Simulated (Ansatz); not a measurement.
CoO

```yaml
crystal:
  lattice:
    - [3.01393, 0.00000, 0.00000]
    - [0.00000, 3.01393, 0.00000]
    - [0.00000, 0.00000, 4.21234]
  atoms:
    - { symbol: Co, position: [0.00000, 0.00000, 0.00000] }
    - { symbol: Co, position: [0.50000, 0.50000, 0.50000] }
    - { symbol: O, position: [0.00000, 0.00000, 0.50000] }
    - { symbol: O, position: [0.50000, 0.50000, 0.00000] }
```

Space group I4/mmm; spin-polarised.

These are results of Kohn-Sham DFT of a periodic cell, PBE, Ansatz PAW (Ansatz), not measurements.

What will maps of the valence pseudo-density, electron localisation function and spin density show?

Answer. Co–O (2.11 Å): ρ at the midpoint is about 0.44 e/Å³; the ELF peaks at about 0.80 in the valence shell of O, 0.6 Å from its nucleus, and is about 0.15 at the midpoint (no shared electron pair shows on this line).
The spin density sits on Co: +2.4 μB (×2) in one cell of 4 atoms, with smaller moments on O (up to +0.30 μB): parallel main moments, as they must be, since the calculation's own cell holds one magnetic site. The cell of the calculation (2 atoms) carries 2.9 μB of net spin moment.

Does the calculation give a band gap?

Answer. It is metallic or semimetallic at this level of theory: no gap opens; semilocal functionals without U, or without the true magnetic order, often close the gap of such compounds.

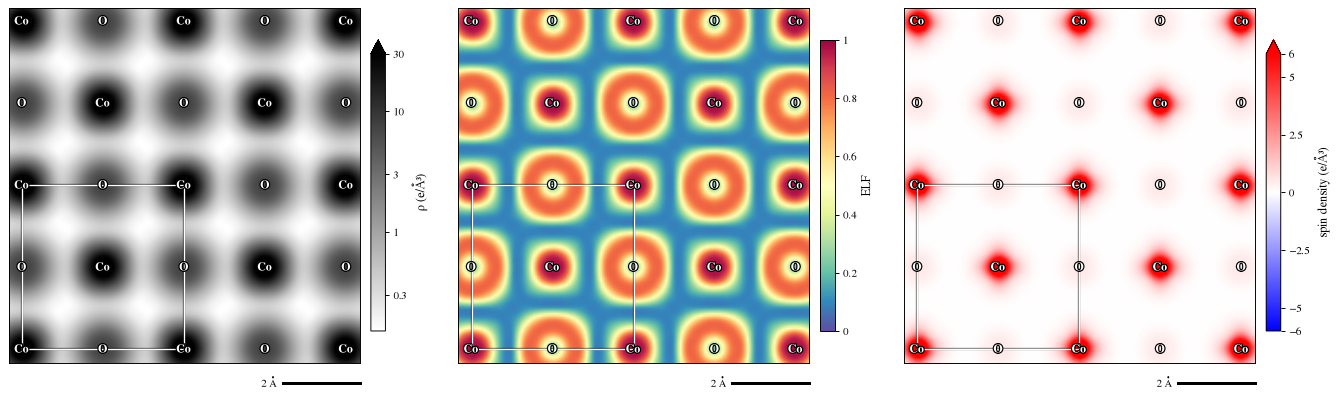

Computed valence pseudo-density, electron localisation function and spin density on the (110) plane of the conventional cell, in this order. 
